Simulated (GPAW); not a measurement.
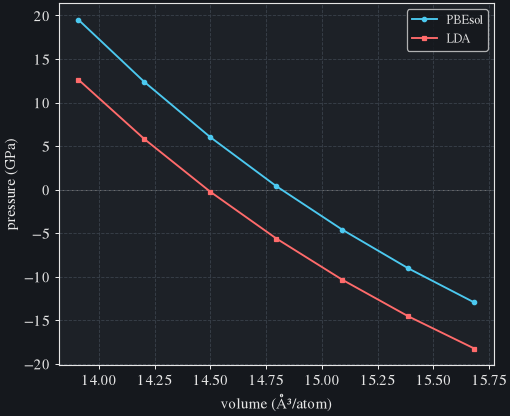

How it was computed, with GPAW 26.7.0: PAW DFT in plane waves, on a grid or in atomic orbitals, no spin polarisation; energies at scaled volumes of the given cell, shape and fractions fixed, counted from the fit's minimum, third-order Birch-Murnaghan fit. All runs: no spin polarisation.

k mesh 7×7×7; occupations Fermi–Dirac; smearing width 0.05 eV; wave cutoff 600 eV.

Caption: Pressure against volume, with one curve for each functional, for TiPt₃ (space group Pm-3m).

Settings that differ: PBEsol: potentials PAW-data-sets-made-by gpaw-setup-for-the-functional; LDA: potentials GPAW-PAW-data-sets-(gpaw-data-1.2.1).

The fitted equilibrium volumes, smallest first, are LDA 14.504, PBEsol 14.835 Å³/atom. The fitted bulk moduli, smallest first, are PBEsol 261.9, LDA 278.8 GPa. For PBEsol, the pressure falls from 19.52 GPa at volume 13.91 Å³/atom to −12.97 GPa at 15.68 Å³/atom, and changes sign near 14.82 Å³/atom. For LDA, the pressure falls from 12.64 GPa at volume 13.91 Å³/atom to −18.26 GPa at 15.68 Å³/atom, and changes sign near 14.49 Å³/atom.

Caveats: spin-orbit coupling left out, heavy elements.
